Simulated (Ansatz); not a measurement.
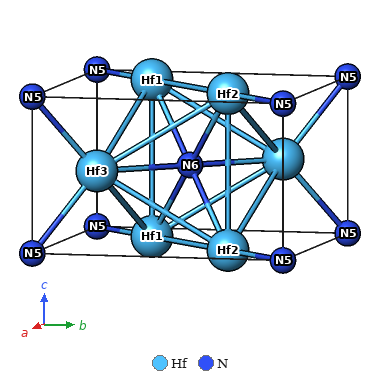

The system is Hf₂N (P4_2/mnm, No. 136; 6 atoms in the cell); the picture shows the reference structure. The energy is mapped over volume and the cell's shape. Coordinates scanned: (1) volume per atom; (2) c/a of the conventional cell. Nothing is relaxed (fractional coordinates fixed). The scan uses a 7 × 7 grid. Points are written as (first, second). All energies are given in meV/atom relative to the lowest grid point. The calculation used Ansatz, DFT PBEsol, scalar-relativistic, plane waves, PAW. Settings: cutoff 520 eV, k-mesh 8×8×14 in the order of the run's cell vectors, gaussian smearing 0.15 eV, no spin polarisation.

Its coordinates:

```
CELL_PARAMETERS angstrom
5.29531 0.00000 0.00000
0.00000 5.29531 0.00000
0.00000 0.00000 3.22722
ATOMIC_POSITIONS crystal
Hf 0.29546 0.29546 0.00000
Hf 0.70454 0.70454 0.00000
Hf 0.79546 0.20454 0.50000
Hf 0.20454 0.79546 0.50000
N 0.00000 0.00000 0.00000
N 0.50000 0.50000 0.50000
```

Range: volume per atom from 13.27 to 16.89 Å³; c/a of the conventional cell from 0.562 to 0.660.

What will the energy surface look like?

Answer. The lowest grid point is at (15.08 Å³, 0.609). It is the only kind of minimum in the scanned range. The highest grid point, (13.27 Å³, 0.562), lies 253 meV/atom above the lowest. Round the minimum the two coordinates are nearly uncoupled.

```tsv
c/a of the conventional cell ↓, volume per atom →	13.27	13.88	14.48	15.08	15.69	16.29	16.89
0.660	231	129	74	56	70	109	169
0.643	198	97	42	26	40	80	141
0.626	179	78	23	7	22	62	123
0.609	174	72	17	0	15	55	115
0.593	184	81	24	7	20	59	119
0.578	210	105	47	27	39	76	134
0.562	253	145	85	62	72	107	162
```

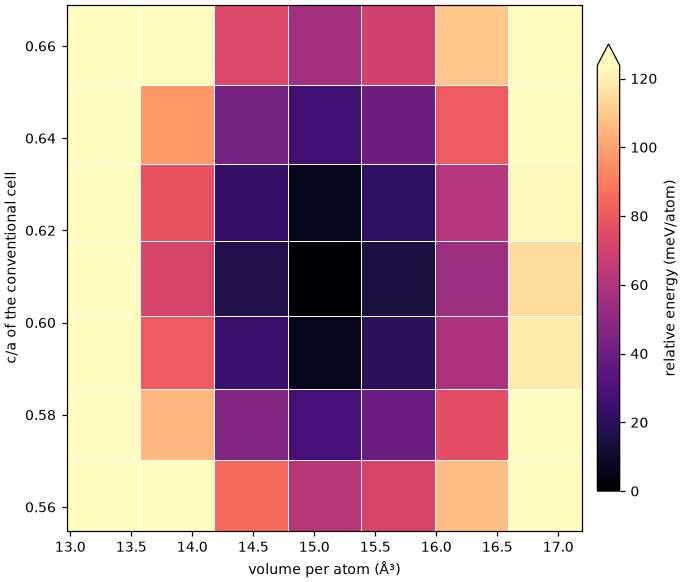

In the figure: one coloured cell a grid point, one colour for all values above the top of the scale.

Time for the 49 points that were run: 13 min on 4 threads of Arm Neoverse V2, with other jobs on the host.

PAW datasets: the set soft_1.
